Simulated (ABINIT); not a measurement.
## Positron calculation of Ru (part 2 of 2)

The same run, continued: Ru (P6₃/mmc, 2 atoms in the cell); Kohn-Sham DFT of a periodic cell, LDA, JTH PAW LDA v2.0, no spin polarisation (ABINIT 10.8.3); cutoff 272.11 eV, 8×8×4 k-mesh, Gaussian smearing of 0.136 eV. The structure derives from an entry of the Crystallography Open Database.

Geometry of the input (Å; fractional positions):
```
2.7058  0.0000  0.0000
-1.3529  2.3433  0.0000
0.0000  0.0000  4.2819
Ru 0.6667  0.3333  0.7500
Ru 0.3333  0.6667  0.2500
```

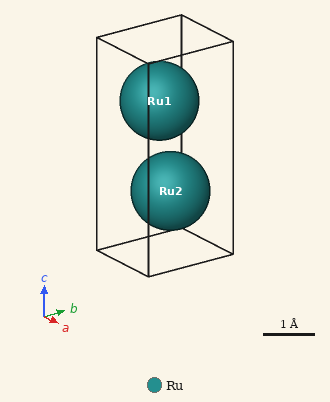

The structure (spheres-only view of the cell of the calculation, seen slightly off an axis; atoms are numbered from 1 in the order of the input).

**Output, continued**
```
 cartesian forces (eV/Angstrom) at end:
    1      0.00000000000000    -0.00000000000000    -0.00000000000000
    2     -0.00000000000000     0.00000000000000    -0.00000000000000
 frms,max,avg= 6.5090038E-27 1.0943885E-26   0.000E+00  0.000E+00  0.000E+00 e/A
 length scales=  1.889726125908  1.889726125908  1.889726125908 bohr
              =  1.000000000000  1.000000000000  1.000000000000 angstroms
 Fermi (or HOMO) energy (hartree) =   0.52505   Average Vxc (hartree)=  -0.49235
 Eigenvalues (hartree) for nkpt=  30  k points:
 kpt#   1, nband= 20, wtk=  0.00391, kpt=  0.0000  0.0000  0.0000 (reduced coord)
  -2.15703   -2.14943   -1.07507   -1.03968   -1.03968   -1.03329   -1.03329   -1.03266
   0.22964    0.29668    0.43001    0.43001    0.43633    0.45589    0.45589    0.47429
   0.47429    0.56966    0.56966    0.57723
      occupation numbers for kpt#   1
   2.00000    2.00000    2.00000    2.00000    2.00000    2.00000    2.00000    2.00000
   2.00000    2.00000    2.00000    2.00000    2.00000    2.00000    2.00000    2.00000
   2.00000    0.00000    0.00000    0.00000
 prteigrs : prtvol=0 or 1, do not print more k-points.

--- !EnergyTerms
iteration_state     : {dtset: 1, }
comment             : Components of total free energy in Hartree
kinetic             :  2.31036946896792E+01
hartree             :  2.73632377615724E+01
xc                  : -7.80619367282621E+00
Ewald energy        : -1.63992206331045E+02
psp_core            :  1.09938347974977E+01
local_psp           : -9.40602913454522E+01
PAW spherical_terms :  1.25435792133031E+01
internal            : -1.91854344887271E+02
'-kT*entropy'       : -3.61500190318817E-04
total_energy        : -1.91854706387461E+02
total_energy_eV     : -5.22063251861848E+03
...

--- !EnergyTermsDC
iteration_state     : {dtset: 1, }
comment             : '"Double-counting" decomposition of free energy'
band_energy         : -1.46777325344392E+01
Ewald energy        : -1.63992206331045E+02
psp_core            :  1.09938347974977E+01
xc_dc               : -2.49589318505381E+01
PAW spherical_terms :  7.80692170825121E-01
internal            : -1.91854343747699E+02
'-kT*entropy'       : -3.61500190318817E-04
total_energy_dc     : -1.91854705247889E+02
total_energy_dc_eV  : -5.22063248760916E+03
...

--- !EnergyTermsWithPAWCore
iteration_state     : {dtset: 1, }
comment             : 'Components of total free energy, including PAW core contributions'
Total energy        : -9.05332494384044E+03
Total energy DC     : -9.05332494270086E+03
Total energy (eV)   : -2.46353521857216E+05
Total energy DC (eV): -2.46353521826207E+05
...

 Cartesian components of stress tensor (hartree/bohr^3)
  sigma(1 1)=  1.12001014E-03  sigma(3 2)=  0.00000000E+00
  sigma(2 2)=  1.12001014E-03  sigma(3 1)=  0.00000000E+00
  sigma(3 3)=  1.15316898E-03  sigma(2 1)=  0.00000000E+00

-Cartesian components of stress tensor (GPa)         [Pressure= -3.3277E+01 GPa]
- sigma(1 1)=  3.29518360E+01  sigma(3 2)=  0.00000000E+00
- sigma(2 2)=  3.29518359E+01  sigma(3 1)=  0.00000000E+00
- sigma(3 3)=  3.39274027E+01  sigma(2 1)=  0.00000000E+00

================================================================================
== DATASET  2 ==================================================================

--- !DatasetInfo
iteration_state: {dtset: 2, }
dimensions: {natom: 2, nkpt: 1, mband: 1, nsppol: 1, nspinor: 1, nspden: 1, mpw: 144, }
cutoff_energies: {ecut:  10.0, pawecutdg:  20.0, }
electrons: {nelect:   1.00000000E+00, charge:   0.00000000E+00, occopt:   2.00000000E+00, tsmear:   1.00000000E-02, }
meta: {optdriver: 0, ionmov: 0, optcell: 0, iscf: 17, paral_kgb: 0, }
...

 mkfilename : getden/=0, take file _DEN from output of DATASET   1.

 Exchange-correlation functional for the present dataset will be:
  LDA: Perdew-Wang 92 LSD fit to Ceperley-Alder data - ixc=7
  J.P.Perdew and Y.Wang, PRB 45, 13244 (1992)

 Real(R)+Recip(G) space primitive vectors, cartesian coordinates (Bohr,Bohr^-1):
 R(1)=  5.1132210  0.0000000  0.0000000  G(1)=  0.1955714  0.1129132  0.0000000
 R(2)= -2.5566105  4.4281792  0.0000000  G(2)=  0.0000000  0.2258265  0.0000000
 R(3)=  0.0000000  0.0000000  8.0916183  G(3)=  0.0000000  0.0000000  0.1235847
 Unit cell volume ucvol=  1.8321252E+02 bohr^3
 Angles (23,13,12)=  9.00000000E+01  9.00000000E+01  1.20000000E+02 degrees

 Coarse grid specifications (used for wave-functions):

 getcut: wavevector=  0.0000  0.0000  0.0000  ngfft=  16  16  24
         ecut(hartree)=     10.000   => boxcut(ratio)=   2.08358

 Fine grid specifications (used for densities):

 getcut: wavevector=  0.0000  0.0000  0.0000  ngfft=  24  24  36
         ecut(hartree)=     20.000   => boxcut(ratio)=   2.20997

 getcut : COMMENT -
  Note that boxcut > 2.2 ; recall that boxcut=Gcut(box)/Gcut(sphere) = 2
  is sufficient for exact treatment of convolution.
  Such a large boxcut is a waste : you could raise ecut
  e.g. ecut=   24.419906 Hartrees makes boxcut=2

--- Pseudopotential description ------------------------------------------------
- pspini: atom type   1  psp file is ./Ru.LDA_PW-JTH.xml
 Pseudopotential format is: paw10
 basis_size (lnmax)=  6 (lmn_size= 18), orbitals=   0   0   1   1   2   2
 Spheres core radius: rc_sph= 2.21046734
 Shapefunction is SIN type: shapef(r)=[sin(pi*r/rshp)/(pi*r/rshp)]**2
 Radius for shape functions =  2.00219127
 Compensation charge density is not taken into account in XC energy/potential

--------------------------------------------------------------------------------

================================================================================

--- !BeginCycle
iteration_state: {dtset: 2, }
solver: {iscf: 17, nstep: 80, nline: 4, wfoptalg: 10, }
tolerances: {toldfe: 1.00E-09, }
...

     iter   Etot(hartree)      deltaE(h)  residm     nres2
 ETOT  1  -192.31640352391    -1.923E+02 1.618E+00 2.679E-01
 ETOT  2  -192.43796739054    -1.216E-01 8.697E-02 3.256E-02
 ETOT  3  -192.44365607197    -5.689E-03 3.056E-01 3.984E-03
 ETOT  4  -192.44719548741    -3.539E-03 6.350E-02 1.097E-04
 ETOT  5  -192.44937949900    -2.184E-03 1.150E-01 1.088E-04
 ETOT  6  -192.45082145566    -1.442E-03 2.856E-02 3.199E-04
 ETOT  7  -192.45177697092    -9.555E-04 5.125E-02 4.669E-04
 ETOT  8  -192.45242596697    -6.490E-04 1.305E-02 5.986E-04
 ETOT  9  -192.45286764018    -4.417E-04 2.402E-02 7.437E-05
 ETOT 10  -192.45316863061    -3.010E-04 6.075E-03 1.826E-05
 ETOT 11  -192.45337589482    -2.073E-04 1.146E-02 3.810E-04
 ETOT 12  -192.45351920962    -1.433E-04 2.876E-03 3.693E-04
 ETOT 13  -192.45361722581    -9.802E-05 5.515E-03 8.715E-04
 ETOT 14  -192.45368850889    -7.128E-05 1.376E-03 2.745E-05
 ETOT 15  -192.45373617410    -4.767E-05 2.668E-03 7.102E-05
 ETOT 16  -192.45376856652    -3.239E-05 6.632E-04 6.813E-08
 ETOT 17  -192.45379137803    -2.281E-05 1.297E-03 4.243E-06
 ETOT 18  -192.45380737174    -1.599E-05 3.215E-04 7.215E-06
 ETOT 19  -192.45381852322    -1.115E-05 6.329E-04 1.071E-05
 ETOT 20  -192.45382639994    -7.877E-06 1.566E-04 6.754E-06
 ETOT 21  -192.45383180762    -5.408E-06 3.100E-04 9.049E-06
 ETOT 22  -192.45383557520    -3.768E-06 7.661E-05 1.210E-05
 ETOT 23  -192.45383823931    -2.664E-06 1.523E-04 1.395E-05
 ETOT 24  -192.45384015719    -1.918E-06 3.761E-05 1.336E-05
 ETOT 25  -192.45384139498    -1.238E-06 7.503E-05 1.783E-05
 ETOT 26  -192.45384250924    -1.114E-06 1.852E-05 9.063E-06
 ETOT 27  -192.45384310370    -5.945E-07 3.706E-05 1.111E-05
 ETOT 28  -192.45384342421    -3.205E-07 9.147E-06 1.402E-05
 ETOT 29  -192.45384311089     3.133E-07 1.823E-05 3.111E-05
 ETOT 30  -192.45384404023    -9.293E-07 4.462E-06 7.580E-06
 ETOT 31  -192.45384420750    -1.673E-07 8.950E-06 6.126E-06
 ETOT 32  -192.45384433605    -1.285E-07 2.190E-06 2.001E-06
 ETOT 33  -192.45384438556    -4.951E-08 4.402E-06 2.623E-08
 ETOT 34  -192.45384442497    -3.941E-08 1.077E-06 2.982E-09
 ETOT 35  -192.45384446839    -4.343E-08 2.169E-06 6.965E-10
 ETOT 36  -192.45384449346    -2.506E-08 5.311E-07 4.219E-10
 ETOT 37  -192.45384451390    -2.045E-08 1.071E-06 4.465E-13
 ETOT 38  -192.45384452742    -1.352E-08 2.623E-07 3.566E-11
 ETOT 39  -192.45384453705    -9.630E-09 5.298E-07 3.103E-11
 ETOT 40  -192.45384454355    -6.499E-09 1.298E-07 1.977E-10
 ETOT 41  -192.45384454786    -4.314E-09 2.625E-07 4.648E-10
 ETOT 42  -192.45384455017    -2.311E-09 6.435E-08 1.580E-09
 ETOT 43  -192.45384455332    -3.141E-09 1.303E-07 1.160E-09
 ETOT 44  -192.45384455577    -2.458E-09 3.195E-08 6.743E-10
 ETOT 45  -192.45384455541     3.620E-10 6.476E-08 1.907E-09
 ETOT 46  -192.45384455754    -2.130E-09 1.589E-08 7.117E-10
 ETOT 47  -192.45384455782    -2.786E-10 3.224E-08 1.169E-09
 ETOT 48  -192.45384455886    -1.040E-09 7.910E-09 7.797E-10
 ETOT 49  -192.45384455898    -1.180E-10 1.607E-08 9.475E-10
 ETOT 50  -192.45384456023    -1.251E-09 3.944E-09 3.296E-10
 ETOT 51  -192.45384456006     1.719E-10 8.018E-09 3.102E-10
 ETOT 52  -192.45384455979     2.697E-10 1.969E-09 2.467E-10

 At SCF step   52, etot is converged :
  for the second time, diff in etot=  2.697E-10 < toldfe=  1.000E-09

--- !ResultsGS
iteration_state: {dtset: 2, }
comment   : Summary of ground state results
lattice_vectors:
- [  5.1132210,   0.0000000,   0.0000000, ]
- [ -2.5566105,   4.4281792,   0.0000000, ]
- [  0.0000000,   0.0000000,   8.0916183, ]
lattice_lengths: [   5.11322,    5.11322,    8.09162, ]
lattice_angles: [ 90.000,  90.000, 120.000, ] # degrees, (23, 13, 12)
lattice_volume:   1.8321252E+02
convergence: {deltae:  2.697E-10, res2:  2.467E-10, residm:  1.969E-09, diffor:  0.000E+00, }
etotal    :  -1.92453845E+02
entropy   :   0.00000000E+00
fermie    :  -5.99164333E-01
cartesian_stress_tensor: null
pressure_GPa: null
xred      :
- [  6.6667E-01,   3.3333E-01,   7.5000E-01, Ru]
- [  3.3333E-01,   6.6667E-01,   2.5000E-01, Ru]
cartesian_forces: null
force_length_stats: {min: null, max: null, mean: null, }
...

 Integrated electronic density in atomic spheres:
 ------------------------------------------------
 Atom  Sphere_radius  Integrated_density
    1        2.21047          0.14262694
    2        2.21047          0.14262694

--------------------------------------------------------------------------------
 Results for electron-positron annihilation:

 # Zero-positron density limit of Arponen and Pajanne fitted by Sterne & Kaiser
   + GGA corrections
   Ref.: P.A. Sterne and J.H. Kaiser, Phys. Rev. B 43, 13892 (1991)
         B. Barbiellini, M.J. Puska, T. Torsti and R.M. Nieminen, Phys. Rev. B 51, 7341 (1995)
 # Enhancement factor of Sterne & Kaiser
   Ref.: P.A. Sterne and J.H. Kaiser, Phys. Rev. B 43, 13892 (1991)

 Positron lifetime                         (ps)   =  9.93007419E+01
 Positron lifetime with IPM for core elec. (ps)   =  9.94073372E+01
 Annihilation rate                         (ns-1) =  1.00704182E+01
 Annihilation rate with IPM for core elec. (ns-1) =  1.00596196E+01

 Annihilation rate core/valence decomposition:
   Core    contribution to ann.rate          (ns-1) =  7.51283626E-02
   Valence contribution to ann.rate          (ns-1) =  9.99528986E+00
   Core    contribution to ann.rate with IPM (ns-1) =  6.25430937E-02
   Valence contribution to ann.rate with IPM (ns-1) =  9.99707653E+00

 Annihilation rate PAW decomposition:
   Plane-wave contribution to ann.rate          (ns-1) =  1.00494860E+01
   Plane-wave valence contribution to ann.rate  (ns-1) =  1.00493398E+01
   On-site core contribution to ann.rate        (ns-1) =  7.49821744E-02
   On-site valence contribution to ann.rate     (ns-1) = -5.40499204E-02
   Plane-wave contribution to ann.rate with IPM (ns-1) =  1.00494259E+01
   Plane-wave core contrb. to ann.rate with IPM (ns-1) =  6.47058351E-05

      (*) IPM=Independent particle Model

================================================================================

 ----iterations are completed or convergence reached----

 Mean square residual over all n,k,spin=   19.688E-10; max=  19.688E-10
 reduced coordinates (array xred) for    2 atoms
       0.666666666667      0.333333333333      0.750000000000
       0.333333333333      0.666666666667      0.250000000000
 rms dE/dt=  0.0000E+00; max dE/dt=  0.0000E+00; dE/dt below (all hartree)
    1       0.000000000000      0.000000000000      0.000000000000
    2       0.000000000000      0.000000000000      0.000000000000

 cartesian coordinates (angstrom) at end:
    1      1.35290000000000     0.78109717920000     3.21142500000000
    2      0.00000000000000     1.56219435840000     1.07047500000000
 length scales=  1.889726125908  1.889726125908  1.889726125908 bohr
              =  1.000000000000  1.000000000000  1.000000000000 angstroms
 Fermi (or HOMO) energy (hartree) =  -0.59916   Average Vxc (hartree)=  -0.36367
 Eigenvalues (hartree) for nkpt=   1  k points:
 kpt#   1, nband=  1, wtk=  1.00000, kpt=  0.0000  0.0000  0.0000 (reduced coord)
  -0.59916

--- !EnergyTerms
iteration_state     : {dtset: 2, }
comment             : Components of total free energy in Hartree
kinetic             :  8.72234740359288E-02
local_psp           : -9.54478599658574E-01
PAW spherical_terms :  4.36802486737087E-02
positronic          : -8.23574876948911E-01
electronic          : -1.91854705247889E+02
electron_positron_interaction:  2.24435768033161E-01
total_energy        : -1.92453844356805E+02
total_energy_eV     : -5.23693589331694E+03
...

--- !EnergyTermsDC
iteration_state     : {dtset: 2, }
comment             : '"Double-counting" decomposition of free energy'
band_energy         : -5.99164333267812E-01
PAW spherical_terms :  0.00000000000000E+00
electron_positron_dc: -2.24410746663831E-01
positronic          : -8.23575079931615E-01
electronic          : -1.91854705247889E+02
electron_positron_interaction:  2.24435768033161E-01
total_energy_dc     : -1.92453844559788E+02
total_energy_dc_eV  : -5.23693589884038E+03
...

== END DATASET(S) ==============================================================
================================================================================

 -outvars: echo values of variables after computation  --------
            acell      1.8897261259E+00  1.8897261259E+00  1.8897261259E+00 Bohr
           etotal1    -1.9185470525E+02
           etotal2    -1.9245384456E+02
            fcart1     5.2660451185E-29 -2.1282467967E-28 -0.0000000000E+00
                      -5.2660451185E-29  2.1282467967E-28 -0.0000000000E+00
            fcart2     9.9999999999E+99  9.9999999999E+99  9.9999999999E+99
                       9.9999999999E+99  9.9999999999E+99  9.9999999999E+99
            rprim      2.7058000000E+00  0.0000000000E+00  0.0000000000E+00
                      -1.3529000000E+00  2.3432915376E+00  0.0000000000E+00
                       0.0000000000E+00  0.0000000000E+00  4.2819000000E+00
           strten1     1.1200101398E-03  1.1200101377E-03  1.1531689798E-03
                       0.0000000000E+00  0.0000000000E+00  0.0000000000E+00
           strten2     9.9999999999E+99  9.9999999999E+99  9.9999999999E+99
                       9.9999999999E+99  9.9999999999E+99  9.9999999999E+99
           xangst      1.3529000000E+00  7.8109717920E-01  3.2114250000E+00
                       3.4732458632E-17  1.5621943584E+00  1.0704750000E+00
             xred      6.6666666667E-01  3.3333333333E-01  7.5000000000E-01
                       3.3333333333E-01  6.6666666667E-01  2.5000000000E-01
 Calculation completed.
```
